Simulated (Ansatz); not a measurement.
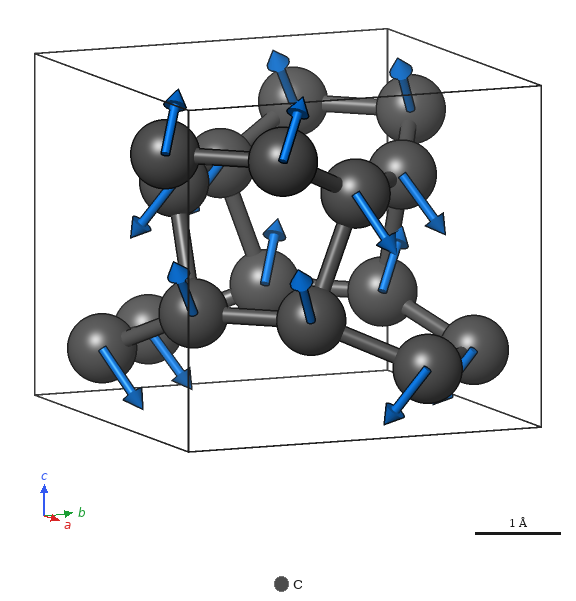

This is a relaxation of solid C (a generated structure, set up in I-42m) (coarse preliminary run). The starting structure is drawn; blue arrows show the displacements (the part carried along by the change of the cell is left out), magnified 30 times.

Style: ball-and-stick. Shown: the conventional cell (2 times the calculation's cell), slightly off an axis. Lengths and directions refer to the drawn axes.

Level of theory: DFT PBE, scalar-relativistic, plane waves, PAW in Ansatz 0.2.0.

Input file:
```yaml
crystal:
  lattice:
    - [-2.28127945, 2.28127945, 2.05004209]
    - [2.28127945, -2.28127945, 2.05004209]
    - [2.28127945, 2.28127945, -2.05004209]
  atoms:
    - { symbol: C, position: [0.75543277, 0.11319686, 0.23211063] }
    - { symbol: C, position: [0.88108623, 0.52332214, 0.76788937] }
    - { symbol: C, position: [0.11319686, 0.75543277, 0.23211063] }
    - { symbol: C, position: [0.47667786, 0.24456723, 0.3577641] }
    - { symbol: C, position: [0.88680314, 0.11891377, 0.6422359] }
    - { symbol: C, position: [0.52332214, 0.88108623, 0.76788937] }
    - { symbol: C, position: [0.24456723, 0.47667786, 0.3577641] }
    - { symbol: C, position: [0.11891377, 0.88680314, 0.6422359] }
basis:
  ecutwfc: 420
kpoints:
  mp_grid: { grid: [6, 6, 6] }
hamiltonian:
  xc: pbe
scf:
  occupations: { method: gaussian, width: 0.1 }
  lower_state_search: "off"
output:
  forces: true
  stress: true
  eigenvalues: true
relax:
  adjacent_minimum: "off"
  f_tol: 0.04
  max_steps: 70
  cell: { stress_tol: 0.4 }
```

Launched with:
```bash
ansatz run input.yaml --threads 1 --pin off --max-ram 2560MiB --backend cpu --events-out ev --progress --plain --runs-dir out
```

> What did the optimiser do to the structure, and how much energy did it gain?

The largest moves relative to the cell, 0.030 Å, are those of 8 atoms (C1, C2, C3, C4 and others). C1 goes along [1 −1 2]. Cell: a = b 4.563 → 4.812 Å (+5.5 %), c 4.100 → 4.306 Å (+5.0 %). Volume +16.8 %. Some distances before and after: C1–C4 1.493 → 1.579 Å, C1–C6 1.498 → 1.583 Å, C1–C7 1.597 → 1.643 Å. The space group stays I-42m (No. 121). Over 5 accepted moves (8 points after the start) the energy falls by 1.468 eV per cell of the calculation. Largest force component: 0.71 eV/Å at the start, 0.0095 eV/Å at the end. Pressure: 71.67 GPa at the start and 0.08 GPa at the end. The line search rejected the trial step at point 3 of the run. The SCF was repeated twice at an unchanged geometry on a basis and grid sized afresh for the cell, which shifted the energy by 79.2 meV per cell of the calculation at most. The run took 23 s on 1 thread of AMD EPYC 7B13 (Zen 3) (shared host), peak memory 0.39 GiB.
